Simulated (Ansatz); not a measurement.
Run report: Cu, geometry relaxation

Cu (Im-3m, 3 atoms in the cell), computed with DFT PBEsol, scalar-relativistic, plane waves, PAW, no spin polarisation (Ansatz 0.2.0).

The structure derives from a Materials Project entry. It belongs to a series of runs on one base structure; here: 3 of 3 Au sites taken by Cu, cell and atoms relaxed. Figures and captions count atoms from 1; the log counts them from 0 in places.

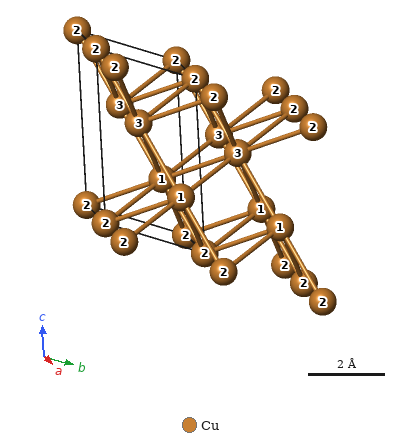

*The starting structure (ball-and-stick view of the cell of the calculation, repeated 2 × 2 × 1, seen slightly off an axis; atoms are numbered from 1 in the order of the input).*

Near neighbours in the crystal (not all of them lie inside the picture): Cu has 8 Cu at 2.45 Å.

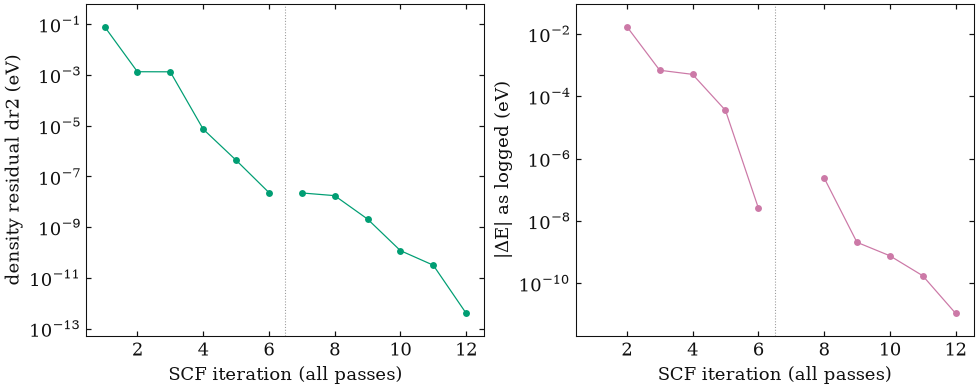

*Convergence of the self-consistent field: density residual dr2 and size of the energy change against the SCF iteration. The dotted lines part the SCF passes of the relaxation: geometry steps, rejected trials and re-solves on a re-selected basis.*

The passes take 6 and 6 iterations.

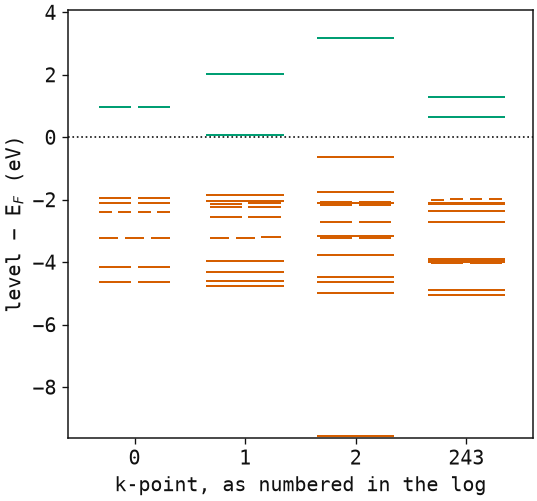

*Kohn–Sham levels near the Fermi level (dotted) at the few k-points that the log prints; levels within 0.02 eV of each other stand side by side.*

The system is metallic on the full mesh.

The input that produced these results follows, with the program's output.

### Input
```yaml
crystal:
  lattice:
    - [0.0, 0.0, -2.8319982124]
    - [-2.8319982124, 0.0, 0.0]
    - [1.4159991062, 4.2479973186, 1.4159991062]
  atoms:
    - { symbol: Cu, position: [0.6666666667, 0.6666666667, 0.3333333333] }
    - { symbol: Cu, position: [0.0, 0.0, 0.0] }
    - { symbol: Cu, position: [0.3333333333, 0.3333333333, 0.6666666667] }
basis:
  ecutwfc: 420
kpoints:
  mp_grid: { grid: [14, 14, 14] }
hamiltonian:
  xc: pbesol
scf:
  occupations: { method: gaussian, width: 0.1 }
output:
  forces: true
  stress: true
  eigenvalues: true
relax:
  adjacent_minimum: "off"
  f_tol: 0.015
  max_steps: 60
  cell: { stress_tol: 0.15 }
```

Command:
```bash
ansatz run input.yaml --threads 1 --pin off --max-ram 2560MiB --backend cpu --events-out ev --progress --plain --runs-dir out
```

### Log
```
Engine: ansatz 0.2.0, x86_64-unknown-linux-gnu
Pseudopotentials: kind: paw
Pseudopotential: Cu, paw, valence charge 19, recommended cutoff 420 eV (normal), Cu.paw.azcp
Functional definition: PBEsol
  exchange = pbesol_x
  correlation = pbesol_c
Crystal: 3 atoms, lattice volume = 34.070 Å³
Basis set: ecut = 420 eV, 667 PW (Γ), exchange–correlation on 40×40×64 points (8 copies of the dense FFT grid, shifted against one another)
Bands: 35, of which v1, the nominal top of the filled ones, is band 29 counted from 1 (28 counted from 0)
Symmetry: 48 space group operations
Space group: Im-3m (ITA 229), of the structure as read, at distance tolerance 3.2e-5 Å
k-points: 244 of 2744
Non-local potential: Cu, projectors of the file, l = 0: 3, l = 1: 2, l = 2: 3, l = 3: 1
PAW form: soft (Blöchl's): semilocal exchange-correlation on the pseudo side does not see the compensation charge
PAW frozen core: Cu, regenerated for the run's functional, and the local potential with it (the file was generated under x = pbe(κ = 0.804, μ = 0.2195149727645171), c = pbe(β = 0.06672455060314922))
PAW one-centre angular grid: Cu, 590 points (default); XC on 64 Gauss nodes
Initial density: superposition of atomic densities (neutral atoms: chi_scale 0, normalization atom), corrected by the library's trained network
Initial wavefunctions: pseudopotential atomic-orbital guess
Functional: x = pbesol(κ = 0.804, μ = 0.12345679012345678), c = pbesol(β = 0.046)
SCF iter   1: F=—  HF=-19766.222656 eV  |F-HF|=—  |Δ(HF+E_count)|=         —  Δρ=2.15e-2  dr2=8.08e-2  ethr=1.77e-3  ⟨swp⟩=5.5  Hψ=28043  notcnv=0  defer=112
preconditioner: auto → Kerker (q_TF=auto, 2.973 Å⁻¹)  [metal: Δε(μ)=0.003 eV  Ē_g=11.229 eV  σ=0.100 eV  W_gap=0.02  n_scr=12 (ndim 8)  ℏωp=36.5 eV  f_vac=0.000  D(μ)=1.13/eV (n_scr^D=10)]
SCF iter   2: F=—  HF=-19766.205316 eV  |F-HF|=—  |Δ(HF+E_count)|=   1.73e-2  Δρ=2.50e-3  dr2=1.34e-3  ethr=1.42e-4  ⟨swp⟩=2.0  Hψ=14977  notcnv=0  defer=379
SCF iter   3: F=—  HF=-19766.204629 eV  |F-HF|=—  |Δ(HF+E_count)|=   6.86e-4  Δρ=2.45e-3  dr2=1.33e-3  ethr=2.35e-6  ⟨swp⟩=3.0  Hψ=15870  notcnv=0  defer=379
SCF iter   4: F=—  HF=-19766.204123 eV  |F-HF|=—  |Δ(HF+E_count)|=   5.06e-4  Δρ=2.33e-4  dr2=7.33e-6  ethr=2.33e-6  ⟨swp⟩=2.4  Hψ=10993  notcnv=0  defer=379
SCF iter   5: F=—  HF=-19766.204159 eV  |F-HF|=—  |Δ(HF+E_count)|=   3.55e-5  Δρ=4.26e-5  dr2=4.38e-7  ethr=1.29e-8  ⟨swp⟩=2.0  Hψ=15123  notcnv=0  defer=379
SCF iter   6: F=-19766.204159 eV  HF=-19766.204159 eV  |F-HF|=4.03e-9  |Δ(HF+E_count)|=   2.63e-8  Δρ=9.79e-6  dr2=2.32e-8  ethr=1.75e-10  ⟨swp⟩=7.4  Hψ=35307  notcnv=0
SCF 1 converged in 6 iterations: F = -19766.204159 eV  dr2 = 2.32e-8
  greatest PAW one-centre occupation: 1.000 electrons in one spin orbital (limit 2), on the Cu atom at site 2 (counted from 0), in its partial waves of l = 0
relax step   1: F+E_penalty+E_count = -19766.20415870 eV  Δ(F+E_penalty+E_count) = +0.000e0 eV  max|allowed force component| = 5.693e-27 eV/Å  Δτ_max = 0.0000 Å  P = +0.034 GPa  Ω = 34.070 Å³  (6 SCF iters, dr2 threshold 1.00e-7 eV, accepted)
Initial density: handed on by an earlier stage of this run
Initial wavefunctions: pseudopotential atomic-orbital guess (no wavefunctions were taken with the density)
iter 1 solved again at ethr=1.38e-9 eV; its pass at ethr=3.10e-3 eV (dr2=7.85e-7 eV) is discarded
SCF iter   1: F=—  HF=-19766.204159 eV  |F-HF|=—  |Δ(HF+E_count)|=         —  Δρ=9.67e-6  dr2=2.23e-8  ethr=1.38e-9  ⟨swp⟩=4.1  Hψ=57052  notcnv=0
preconditioner: auto → Kerker (q_TF=auto, 2.973 Å⁻¹)  [metal: Δε(μ)=0.007 eV  Ē_g=11.303 eV  σ=0.100 eV  W_gap=0.04  n_scr=12 (ndim 8)  ℏωp=36.5 eV  f_vac=0.000  D(μ)=1.12/eV (n_scr^D=10)]
SCF iter   2: F=—  HF=-19766.204159 eV  |F-HF|=—  |Δ(HF+E_count)|=   2.43e-7  Δρ=8.04e-6  dr2=1.75e-8  ethr=3.91e-11  ⟨swp⟩=1.7  Hψ=10558  notcnv=0
SCF iter   3: F=—  HF=-19766.204159 eV  |F-HF|=—  |Δ(HF+E_count)|=   2.07e-9  Δρ=4.26e-6  dr2=2.09e-9  ethr=3.07e-11  ⟨swp⟩=2.1  Hψ=11077  notcnv=0
SCF iter   4: F=—  HF=-19766.204159 eV  |F-HF|=—  |Δ(HF+E_count)|=  7.64e-10  Δρ=9.40e-7  dr2=1.19e-10  ethr=3.66e-12  ⟨swp⟩=2.3  Hψ=14511  notcnv=0
iter 5 did not close the SCF: its close was put off for the readings that it lacked (scf_convergence_deferred on its scf_iter line)
SCF iter   5: F=-19766.204159 eV  HF=-19766.204159 eV  |F-HF|=3.64e-12  |Δ(HF+E_count)|=  1.75e-10  Δρ=3.77e-7  dr2=3.17e-11  ethr=1.00e-12  ⟨swp⟩=2.0  Hψ=12583  notcnv=0
SCF iter   6: F=-19766.204159 eV  HF=-19766.204159 eV  |F-HF|=3.64e-12  |Δ(HF+E_count)|=  1.09e-11  Δρ=4.92e-8  dr2=4.03e-13  ethr=1.00e-12  ⟨swp⟩=2.0  Hψ=23719  notcnv=0
SCF 2 converged in 6 iterations: F = -19766.204159 eV  dr2 = 4.03e-13
relax step   2: F+E_penalty+E_count = -19766.20415870 eV  Δ(F+E_penalty+E_count) = -1.273e-9 eV  max|allowed force component| = 2.237e-28 eV/Å  Δτ_max = 0.0000 Å  P = +0.034 GPa  Ω = 34.070 Å³  stress off target by 1.05e-1 GPa  SCF on the basis re-selected at this cell (its energy is not comparable with the rows above)  (6 SCF iters)
basis re-selected at this cell: Δ(F+E_penalty+E_count) = -1.273e-9 eV, ΔP = +0.000 GPa vs the last step (what re-selecting the basis moved, of the pressure what is left beyond the Pulay correction that the steps carried, after the strain that the cell walked since its last selection, with what the two solves' SCF thresholds leave and, on support functions, any second-order correction that the steps lacked; it is no measure of the basis error at this ecutwfc). This SCF's stress stands 1.05e-1 GPa from its target on what of the cell is left free (relax.cell.stress_tol is 1.50e-1 GPa) and its largest allowed force component is 2.24e-28 eV/Å (relax.f_tol is 1.50e-2 eV/Å): within both
SCF converged after 6 iterations
Free energy (F): -19766.204159 eV
Harris-Foulkes:  -19766.204159 eV  (|F-HF|=3.64e-12)
Internal energy: -19766.198555 eV  (E = F + TS)
E sigma→0 (E₀):  -19766.201357 eV
Entropy (-TS):   -0.005603 eV (-1.868 meV/atom)
Fermi energy:    17.453785 eV
--- Per-component energies (eV) ---
  E_band       = -1040.840444
  E_kinetic    = 901.800334
  E_local      = -11930.250286  (includes V_loc(G=0)·N_el)
  E_nonlocal   = 1173.873996
  E_hartree    = 5253.748861
  E_xc         = -268.040317
  E_vxc        = -347.450284  (∫ρ·V_xc dr)
  E_paw        = -4877.962758  (= ΣΔE_a)
  E_vpaw       = -1346.312935  (= ΣTr[D̂ρ^β])
  E_aug_tail   = 0.001010  (compensation charges beyond the density's cutoff)
  E_ewald      = -10019.988002
  E_core_change = 0.618607  (= ΣΔE_core)
  E_smearing   = -0.005603  (= −TS)
  E_closure    = -0.000000  (closes the sum)
  Σ components = -19766.204159   (vs F -19766.204159, Δ=0.00e0)
--- Forces (eV/Å), atoms counted from 1 ---
  atom   1  Cu     0.00000000    -0.00000000     0.00000000
  atom   2  Cu    -0.00000000     0.00000000     0.00000000
  atom   3  Cu     0.00000000     0.00000000     0.00000000
  max |Σ_I F_I| component: 3.36e-28 eV/Å
--- Stress (GPa, compression-positive) ---
        0.103910       0.000000      -0.000000
        0.000000      -0.104943       0.000000
       -0.000000       0.000000       0.103910
  P = ⅓ Tr σ = 0.0343 GPa (0.343 kbar)
--- Band table (eV; the first three rows and the last of 244) ---
  k-point 0: bands = ["-94.9089", "-94.8832", "-94.8832", "-52.4464", "-52.4464", "-52.4318", "-52.4318", "-52.4318", "-52.4318", "-52.3595", "-52.3584", "-52.3584", "7.6971", "12.8157", "12.8157", "13.2984", "13.2984", "14.2349", "14.2349", "14.2355", "15.0431", "15.0431", "15.0431", "15.0431", "15.3316", "15.3326", "15.5082", "15.5082", "18.4295", "18.4295", "28.9736", "28.9736", "28.9736", "28.9736", "32.3894"]
  k-point 1: bands = ["-94.9087", "-94.8854", "-94.8814", "-52.4502", "-52.4417", "-52.4381", "-52.4381", "-52.4250", "-52.4250", "-52.3604", "-52.3589", "-52.3589", "7.7422", "12.6972", "12.8414", "13.1236", "13.4883", "14.2347", "14.2347", "14.2449", "14.8821", "14.8821", "15.2146", "15.2146", "15.3184", "15.3372", "15.3935", "15.6133", "17.5363", "19.4740", "28.1817", "28.1817", "29.8429", "29.8429", "32.0963"]
  k-point 2: bands = ["-94.9080", "-94.8876", "-94.8797", "-52.4531", "-52.4437", "-52.4437", "-52.4361", "-52.4178", "-52.4178", "-52.3631", "-52.3604", "-52.3604", "7.8772", "12.4489", "12.8114", "12.9682", "13.6889", "14.2346", "14.2346", "14.2729", "14.7367", "14.7367", "15.2719", "15.2762", "15.3537", "15.3893", "15.3893", "15.7066", "16.8306", "20.6312", "27.4783", "27.4783", "30.7819", "30.7819", "31.8568"]
  k-point 243: bands = ["-94.8901", "-94.8899", "-94.8893", "-52.4825", "-52.4773", "-52.4268", "-52.4229", "-52.4169", "-52.4118", "-52.4096", "-52.3682", "-52.3634", "12.3907", "12.5532", "13.4163", "13.4358", "13.4676", "13.4948", "13.5453", "14.7403", "15.0767", "15.3200", "15.3441", "15.4565", "15.4596", "15.4737", "15.4757", "18.1087", "18.7549", "22.1025", "22.2059", "23.5898", "23.9865", "24.5525", "25.4108"]
--- Relaxed structure (1 steps of the walk, 1 accepted, 1 SCFs on fresh bases) ---
  F+E_penalty+E_count = -19766.20415870 eV   max|allowed force component| = 2.237e-28 eV/Å   (the final SCF, on the basis selected at the relaxed cell)
  cell:  # Å, volume = 34.0698 Å³
    - [0.0, 0.0, -2.8319982124]
    - [-2.8319982124, 0.0, 0.0]
    - [1.4159991062, 4.2479973186, 1.4159991062]
  atoms:
    - { symbol: Cu, position: [0.6666666666666666, 0.6666666666666666, 0.3333333333333333] }
    - { symbol: Cu, position: [0.0, 0.0, 0.0] }
    - { symbol: Cu, position: [0.3333333333333333, 0.3333333333333333, 0.6666666666666666] }
```

### Trajectory as extended XYZ (Å, eV, eV/Å), 2 frames, from step=1 to step=2
```
3
Lattice="0.0000 0.0000 -2.8320 -2.8320 0.0000 0.0000 1.4160 4.2480 1.4160" Properties=species:S:1:pos:R:3:forces:R:3 step=1 energy=-19766.20416 pressure_GPa=0.03
Cu   -1.4160    1.4160   -1.4160    0.0000   0.0000   0.0000
Cu    0.0000    0.0000    0.0000    0.0000   0.0000   0.0000
Cu    0.0000    2.8320    0.0000    0.0000   0.0000   0.0000
3
Lattice="0.0000 0.0000 -2.8320 -2.8320 0.0000 0.0000 1.4160 4.2480 1.4160" Properties=species:S:1:pos:R:3:forces:R:3 step=2 energy=-19766.20416 pressure_GPa=0.03
Cu   -1.4160    1.4160   -1.4160    0.0000   0.0000   0.0000
Cu    0.0000    0.0000    0.0000    0.0000   0.0000   0.0000
Cu    0.0000    2.8320    0.0000    0.0000   0.0000   0.0000
```

### Results in brief

| quantity | value |
| --- | --- |
| outcome | converged |
| space group (tolerance 0.01 Å) | Im-3m (229) |
| electrons treated | 57 |
| free energy | −19766.2042 eV |
| Fermi energy | 17.454 eV |
| gap on the k-point mesh | none (metallic) |
| pressure | 0.03 GPa |
| final volume | 34.07 Å³ |
| largest force (length of the vector) at the end | under 0.001 eV/Å |
| final cell | a = 2.832 Å, b = 2.832 Å, c = 4.696 Å, α = 107.55°, β = 107.55°, γ = 90.00° |
| hardware | 1 thread of Intel Xeon (Sapphire Rapids), 192 GiB of memory available, shared host |
| wall time | 22 s |
| peak memory | 0.53 GiB |
